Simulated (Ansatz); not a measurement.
Take the following structure.

```cif
data_structure
_symmetry_space_group_name_H-M 'P -3 m 1'
_symmetry_Int_Tables_number 164
_cell_length_a 2.4730
_cell_length_b 2.4730
_cell_length_c 4.0346
_cell_angle_alpha 90.000
_cell_angle_beta 90.000
_cell_angle_gamma 120.000
_cell_volume 21.37
loop_
_atom_site_label
_atom_site_type_symbol
_atom_site_symmetry_multiplicity
_atom_site_Wyckoff_symbol
_atom_site_fract_x
_atom_site_fract_y
_atom_site_fract_z
_atom_site_occupancy
Co1 Co 2 d 0.66667 0.33333 0.25673 1
```

Q: Work out the structure from the coordinates.

A: The element is cobalt. It is primitive hexagonal, space group P-3m1 (No. 164). The cell holds two atoms. The Co atoms are each bonded to twelve Co in an anticuboctahedral arrangement at 2.43 to 2.52 Å. The bonds build a three-dimensional framework.

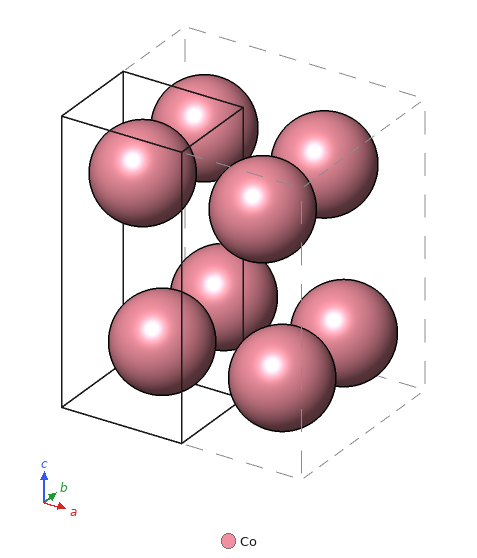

Drawn in the spheres-only manner and seen slightly off an axis. The picture spans 2×2×1 cells, one conventional unit cell being drawn with solid lines.

The structure was taken from a structure listed in the Materials Project. Earlier steps of the study, as a rule a relaxation of our own, may have changed the cell and positions, so they can lie some per cent off the listed ones. It went into a calculation with Ansatz.
